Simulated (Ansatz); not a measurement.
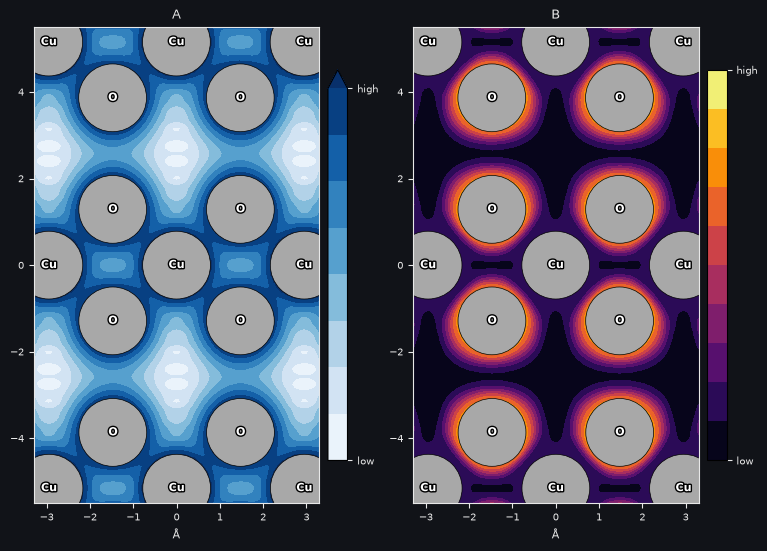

CuO: 2 fields on the (100) plane of the calculation cell, with unlabelled colour scales. Grey discs cover the atomic cores.

Space group Cccm; started from the CuO prototype; the program warned that a starting moment wasn't kept; spin-polarised, but the moments vanished.

Theory: DFT PBE, scalar-relativistic, plane waves, PAW in Ansatz 0.2.0.

```xyz
8
Lattice="2.0813 -2.0822 0.1624 2.0813 2.0822 0.1624 -0.8096 0.0000 10.2718" Properties=species:S:1:pos:R:3 pbc="T T T"
Cu    1.0406    1.0411    0.0812
Cu    0.8383   -1.0411    2.6491
O     1.9801   -0.0007    1.4463
O     1.7777    0.0007    4.0143
Cu    0.6359    1.0411    5.2171
Cu    0.4335   -1.0411    7.7850
O     1.5753   -0.0007    6.5822
O     1.3729    0.0007    9.1502
```

> The panels show electron localisation function and valence pseudo-density in some order. Assign them.

Panel A: valence pseudo-density. Panel B: electron localisation function. From the grid: Cu–O (1.96 Å): the density is about 0.64 e/Å³ at the midpoint; the ELF peaks at about 0.85 in the valence shell of O, 0.6 Å from its nucleus, and is about 0.20 at the midpoint; no shared electron pair shows on this line.
